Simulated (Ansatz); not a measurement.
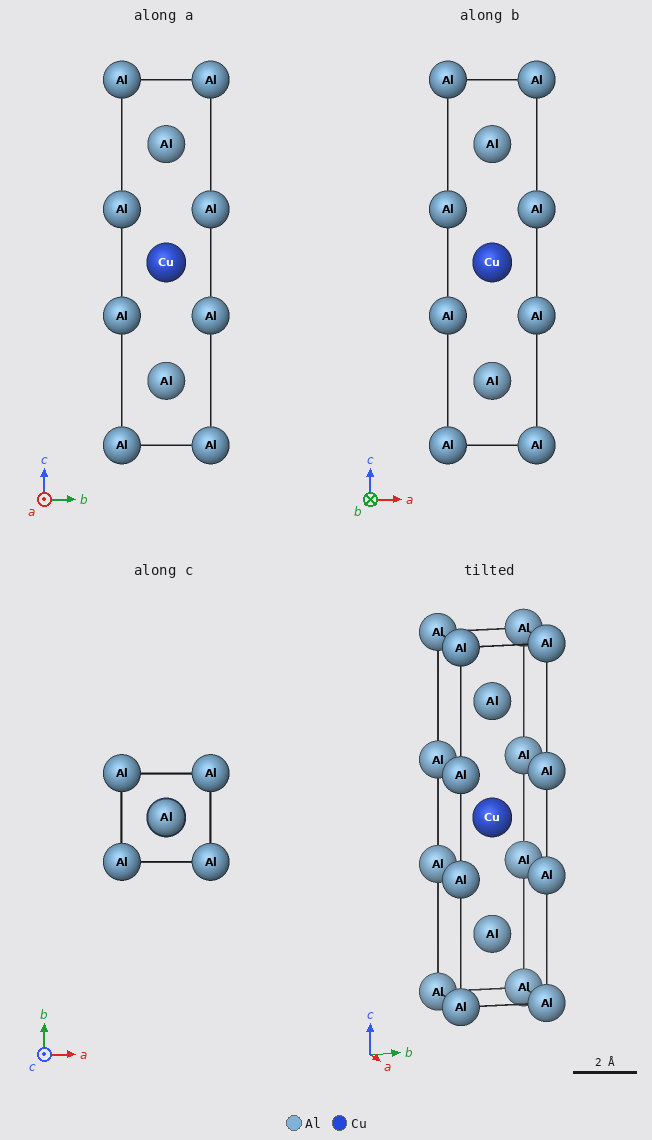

A spheres-only picture of a crystal structure, seen along the a axis, along the b axis, along the c axis and slightly off an axis. The lines enclose the conventional unit cell; boundary atoms appear with their images.

Lattice parameters: a = 2.8286 Å, b = 2.8286 Å, c = 11.6624 Å, α = 90.000°, β = 90.000°, γ = 90.000°.

Question: Turn the picture into a CIF in P1 with every atom of the cell, with free fractional coordinates to two decimals.

Answer:
```cif
data_structure
_symmetry_space_group_name_H-M 'P 1'
_symmetry_Int_Tables_number 1
_cell_length_a 2.8286
_cell_length_b 2.8286
_cell_length_c 11.6624
_cell_angle_alpha 90.000
_cell_angle_beta 90.000
_cell_angle_gamma 90.000
_cell_volume 93.31
loop_
_atom_site_label
_atom_site_type_symbol
_atom_site_fract_x
_atom_site_fract_y
_atom_site_fract_z
_atom_site_occupancy
Al1 Al 0.50 0.50 0.82 1
Al2 Al 0.00 0.00 0.00 1
Al3 Al 0.50 0.50 0.18 1
Al4 Al 0.00 0.00 0.35 1
Al5 Al 0.00 0.00 0.65 1
Cu1 Cu 0.50 0.50 0.50 1
```

Provenance: a structure type filled with these elements by a generator (whether the compound takes this form wasn't checked). Earlier steps of the study, as a rule a relaxation of our own, may have changed the cell and positions, so they can lie some per cent off the listed ones. It went into a calculation with Ansatz.
